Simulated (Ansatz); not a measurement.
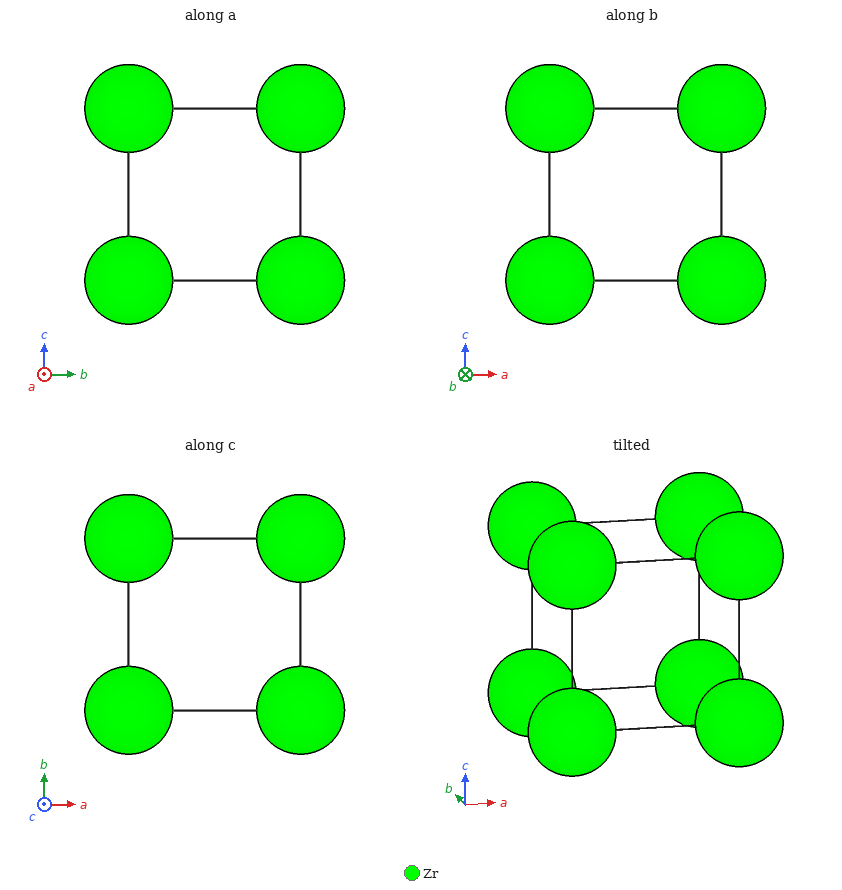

Structure drawing (spheres-only), viewed along the a axis, along the b axis, along the c axis and slightly off an axis. One conventional unit cell is framed, with atoms on its boundary repeated.

Lattice parameters: a = 2.864 Å, b = 2.864 Å, c = 2.864 Å, α = 90.00°, β = 90.00°, γ = 90.00°. Put a along x and b in the xy plane.

> Transcribe the picture into a POSCAR file.

```
Zr
1.0
     2.864    0.000    0.000
     0.000    2.864    0.000
     0.000    0.000    2.864
Zr
1
Direct
  0.0000 0.0000 0.0000
```

The model was built from a structure type filled with this element by a generator (whether the element takes this form wasn't checked). Earlier steps of the study may have refined or changed the cell and positions. A calculation with Ansatz used it as input.
